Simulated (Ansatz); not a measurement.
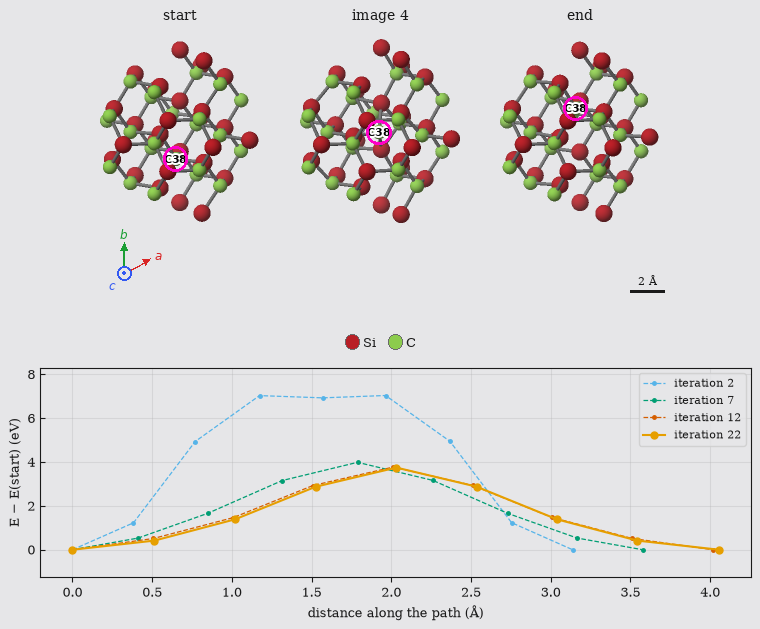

A search for the minimum-energy path of SiC with a C vacancy (39 atoms in the cell, charge -2) by the nudged elastic band. Images are numbered from 0 (start) to 8 (end). The plot follows the band through its iterations. Style: ball-and-stick. Shown: the atoms within 5.1 Å of the middle of the path, along the c axis. The moving atom is ringed, with any periodic copies. Bonds to atoms that aren't drawn are left out.

All numbers below come from DFT LDA, scalar-relativistic, plane waves, PAW (Ansatz 0.2.0). Run with plane-wave cutoff 420 eV; k-point mesh 2 × 2 × 2; Gaussian smearing 0.05 eV; 7 movable images; climbing image; force threshold 0.03 eV/Å; iteration limit 22; optimiser L-BFGS; starting path by straight interpolation.

Q: Did the band converge, and can the barrier be trusted?

A: The result isn't final. The band hadn't converged when the run stopped after 22 iterations. The barrier read from it is provisional, though the highest image hardly moved in the last two iterations. The first iteration put the highest image at 28.07 eV. The barrier is about 3.75 eV in both directions, with image 4 at the top; the ends have the same energy.

Limits of the set-up: the periodic images lie only 6.2 Å apart, so the values are limited by the cell's size; the cell is charged, on a uniform background, and energies carry no finite-size correction.

Cost: 26 min on 2 threads of Arm Neoverse V2 (shared host), peak memory 2 GiB.

PAW datasets: the set soft_1.
